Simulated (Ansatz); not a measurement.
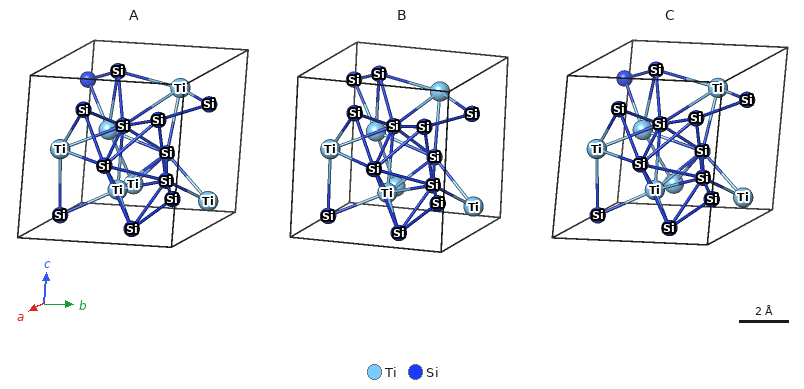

3 geometries from one relaxation of an amorphous cell of composition TiSi2 (coarse preliminary run), in shuffled order. Style: ball-and-stick. Shown: the cell of the calculation, reduced to other axes, slightly off an axis. Lengths and directions refer to the drawn axes.

Case: the last frame of the dynamics, relaxed further on a centred mesh.

All numbers below come from DFT PBE, scalar-relativistic, plane waves, PAW (Ansatz 0.2.0). Set-up: plane-wave cutoff 420 eV; k-point mesh 3 × 3 × 3; occupations gaussian; smearing width 0.1 eV; no spin polarisation; cell and atoms relaxed; force threshold 0.04 eV/Å; at most 25 steps.

Put them in the order of the run, from the start to the converged end.

B, A, C. They are steps 0, 4, 9, at +0.233 eV per cell of the calculation, +0.101 eV per cell of the calculation relative to the last. The largest move relative to the cell is that of a Ti atom, 0.36 Å along +b. By element the largest moves are Ti 0.36 Å, Si 0.33 Å. The volume changes by +1.5 %, with a 6.365 → 6.346 Å (−0.3 %), b 6.616 → 6.701 Å (+1.3 %), c 6.642 → 6.750 Å (+1.6 %), α 90.3° → 84.9°, β 97.1° → 98.2°, γ 91.6° → 96.5°. Among the contacts that change: Si–Ti 3.077 → 3.658 Å, Si–Si 2.822 → 3.398 Å, Si–Si 2.728 → 3.225 Å, Si–Ti 3.350 → 2.855 Å. Among the angles between lasting bonds that change: Si–Si–Si 87.0° → 93.9°, Ti–Si–Ti 164.6° → 169.9°, Si–Si–Si 62.8° → 58.0°. After 8 accepted moves (9 points after the start) the energy has fallen by 0.233 eV per cell of the calculation. Largest force component: 0.21 eV/Å at the start, 0.029 eV/Å at the end. The pressure goes from 0.06 to 0.08 GPa. At 1 point the geometry stayed and the basis and grid were re-selected for the new cell (energy shift of 4.3 meV per cell of the calculation at most each time).

Limits of the set-up: the periodic images lie only 6.4 Å apart, so the values are limited by the cell's size.
